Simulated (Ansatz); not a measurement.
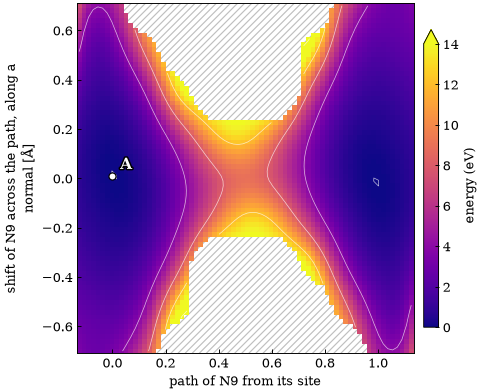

AlN (P6_3/mmc phase) with one N vacancy (11 atoms in the cell, cell charge +3). An atom moved over a plane that holds its own site and a neighbouring vacancy (x along [1 −1 0], y along [1 1 0], z along [0 0 1] of the conventional cell). The first coordinate is: path of N9 from its site (0) to the vacancy (1), 2.814 Å; the second: shift of N9 across the path, along a normal. Nothing is relaxed (all other atoms held at the sites of the perfect crystal). The grid has 11 × 9 points; 37 points were computed and 36 follow by symmetry. At 26 points there is no value (left out of the scan, as a rule where atoms come close). Points are written as (first, second). Energies: eV per cell, counted from the lowest grid point. The cell is charged on a uniform background, without a charge correction. The calculation used DFT PBEsol, scalar-relativistic, plane waves, PAW in Ansatz. Settings: cutoff 420 eV, k-mesh 6×6×6, gaussian smearing 0.05 eV, no spin polarisation.

The picture shows a smooth colour map with a few white contour lines, one colour for all values above the top of the scale, hatched blanks where no value was computed, the point A. Between grid points the surface is interpolated.

Question: What is the easiest way out of the well at A, and how high is the barrier?

Answer: The easiest path leads from the well at (0.000, 0.000 Å) [nearest 3 Al at 1.91 Å] to a well of about the same depth at (1.000, 0.000 Å) [nearest 3 Al at 1.91 Å]. Its highest point lies about 9 eV above the bottom of the first well on the interpolated surface, at (0.500, 0.000 Å) [nearest 2 Al at 1.41 Å]. This is the barrier on the constrained surface; relaxing the other coordinates would change it.

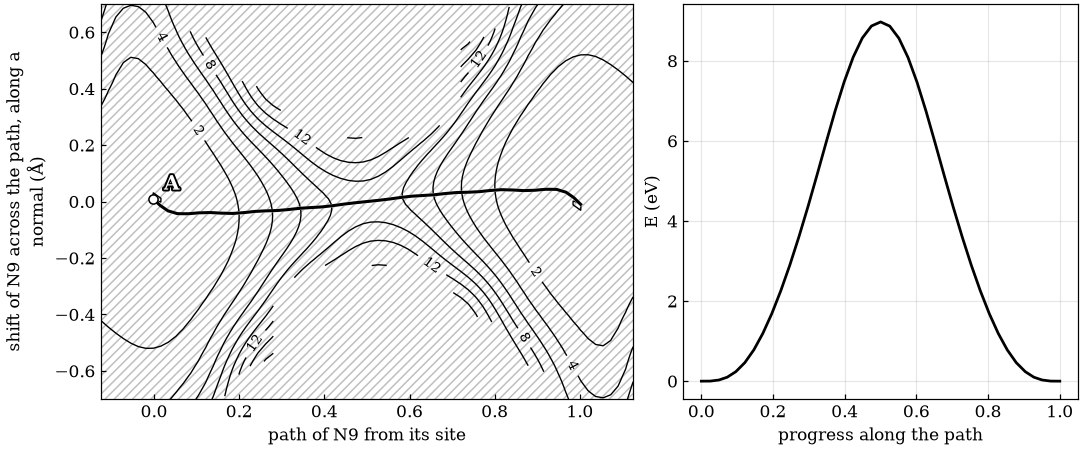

In the figure: contour lines labelled in eV (none above 16), a line along the lowest path, hatched blanks where no value was computed, the energy along the path at the right. Between grid points the surface is interpolated.

PAW datasets: the set soft_1.
